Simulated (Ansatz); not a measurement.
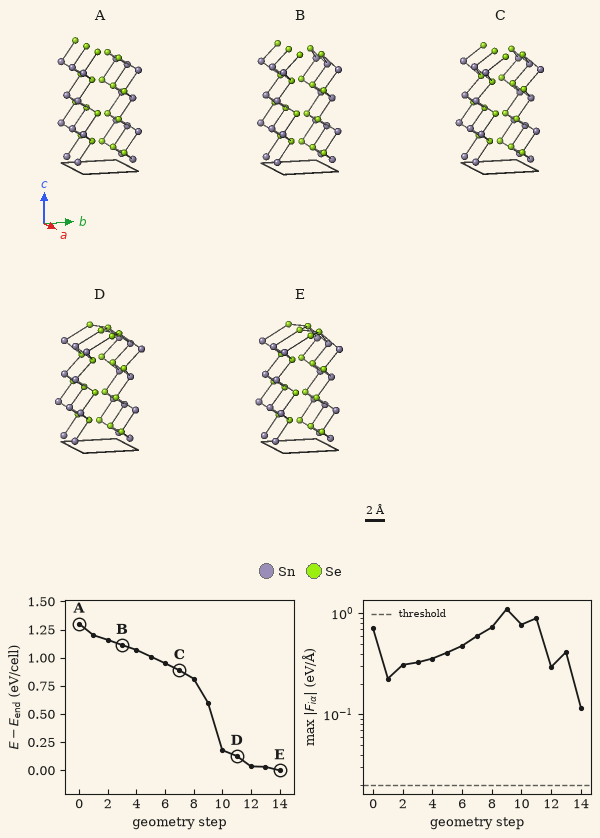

Frames of a relaxation of a slab of composition SnSe2 (cut from the P-3m1 phase), marked on the history of the run. A ball-and-stick model of the 2 × 1 repeat of the cell, outlined in the plane, without the vacuum, seen slightly off an axis.

Case: (1 0 0) slab, atoms relaxed. The slab is the (1 0 0) face of SnSe2.

All numbers below come from DFT PBEsol, scalar-relativistic, plane waves, PAW (Ansatz). (plane-wave cutoff 420 eV; k-point mesh 9 × 6 × 1; occupations gaussian; smearing width 0.05 eV; no spin polarisation; dipole correction; atoms relaxed in a fixed cell; force threshold 0.02 eV/Å; at most 60 steps)

Q: Describe the path.

A: The run was cut off at its time limit before the relaxation converged, so the last structure is only a point on the way. The energy falls by 1.302 eV per cell of the calculation in 14 geometry steps. The largest force component goes from 0.71 to 0.12 eV/Å. The atom that moves furthest relative to the layer's centre is a Se atom (1.59 Å at 68° to the normal (−c side)). By element the largest moves are Se 1.59 Å, Sn 0.26 Å. The cell doesn't change. Among the contacts that change: Se–Se 3.702 → 2.455 Å, Se–Sn 2.716 → 3.369 Å, Se–Sn 2.716 → 3.036 Å, Se–Sn 2.716 → 2.751 Å. Among the angles between lasting bonds that change: Se–Sn–Se 89.3° → 78.0°, Sn–Se–Sn 89.3° → 78.0°, Se–Sn–Se 180.0° → 172.0°. From step 0 to 3: a Se atom moves most (0.50 Å), energy −0.189 eV per cell of the calculation. From step 3 to 7: a Se atom moves most (0.69 Å), energy −0.225 eV per cell of the calculation. From step 7 to 11: a Se atom moves most (0.72 Å), energy −0.761 eV per cell of the calculation. From step 11 to 14: a Sn atom moves most (0.23 Å), energy −0.128 eV per cell of the calculation.
